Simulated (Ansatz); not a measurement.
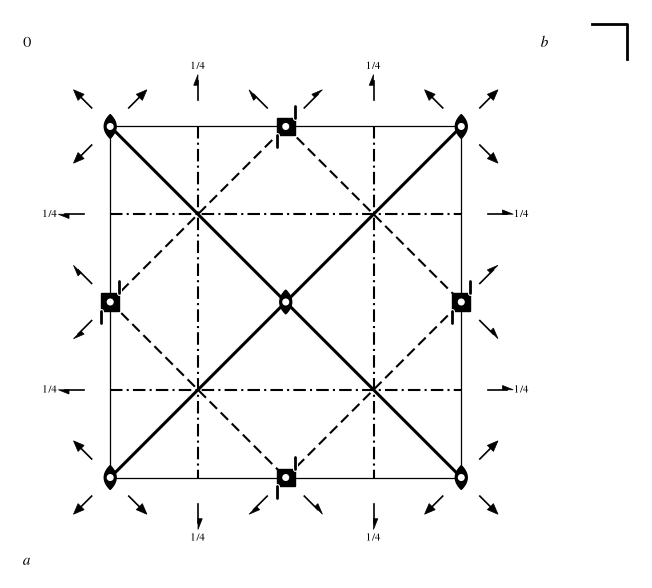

Symmetry elements of a space group, projected down c, computed from the operations of a computed or model structure of composition H, which need not be its known form.

Graphical symbols as in the International Tables (origin upper left, heights as fractions; handed screw axes are marked by their printed symbols).

> Give the Hermann–Mauguin symbol and number.

No. 136, P4₂/mnm; primitive tetragonal, point group 4/mmm, 16 general positions a cell.

> List the elements shown.

4₂ axes along c at (0, 1/2), (1/2, 0); 2 axes along c at (0, 0), (1/2, 1/2); inversion centres at (0, 0), (0, 1/2), (1/2, 0), (1/2, 1/2); mirror planes holding c and [1 1 0] or [−1 1 0]; in-plane glide planes holding c and [1 1 0] or [−1 1 0]; n glide planes normal to a, at x = 1/4, 3/4; n glide planes normal to b, at y = 1/4, 3/4; a mirror plane normal to c at height 0; 2 axes along [1 1 0] at height 0; 2 axes along [−1 1 0] at height 0; 2₁ axes along [1 1 0] at height 0; 2₁ axes along [−1 1 0] at height 0; 2₁ axes along a at height 1/4; 2₁ axes along b at height 1/4. Heights repeat every half period; positions are (a, b) fractions, modulo 1.

> Write the general positions (in any order).

x, y, z
−x, −y, −z
−y+1/2, x+1/2, z+1/2
y+1/2, −x+1/2, −z+1/2
−x, −y, z
x, y, −z
y+1/2, −x+1/2, z+1/2
−y+1/2, x+1/2, −z+1/2
x+1/2, −y+1/2, −z+1/2
−x+1/2, y+1/2, z+1/2
−y, −x, −z
y, x, z
−x+1/2, y+1/2, −z+1/2
x+1/2, −y+1/2, z+1/2
y, x, −z
−y, −x, z
